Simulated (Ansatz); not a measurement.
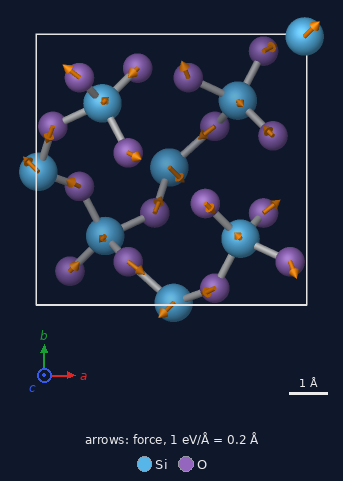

Starting geometry of crystalline SiO2 (set up in P2_13) with the computed forces as orange arrows. Style: ball-and-stick. Shown: the cell of the calculation, along the c axis.

These are results of DFT, PBE, plane-wave PAW, default files, scalar-relativistic in Ansatz, not measurements. Set-up: plane-wave cutoff 420 eV; k-point mesh 4 × 4 × 4; occupations fermi dirac; smearing width 0.01 eV; no spin polarisation; atoms relaxed in a fixed cell; force threshold 0.02 eV/Å; at most 60 steps.

Q: Is this structure relaxed? If not, where do the atoms go?

A: It isn't relaxed: the largest force vector, on Si atoms, is 3.48 eV/Å. The final displacements follow the starting forces only in part (cosine between the two patterns 0.61). The largest moves, 0.35 Å, are those of Si atoms. By element the largest moves are Si 0.35 Å, O 0.32 Å. The cell stays as it was. Some distances before and after: O–Si 1.668 → 1.625 Å, O–Si 1.649 → 1.612 Å, O–Si 1.597 → 1.624 Å. Among the angles between lasting bonds that change: O–Si–O 95.4° → 108.8°, O–Si–O 119.1° → 110.1°, Si–O–Si 138.0° → 145.5°. The space group stays P2_13 (No. 198). Over 3 accepted moves (4 points after the start) the energy falls by 227 meV per atom. Largest force component: 2.3 eV/Å at the start, 0.017 eV/Å at the end. 1 step only repeated the SCF at the same geometry. The run took 32 s on 4 threads of Arm Neoverse V2, with other jobs on the host, peak memory 1.1 GiB.
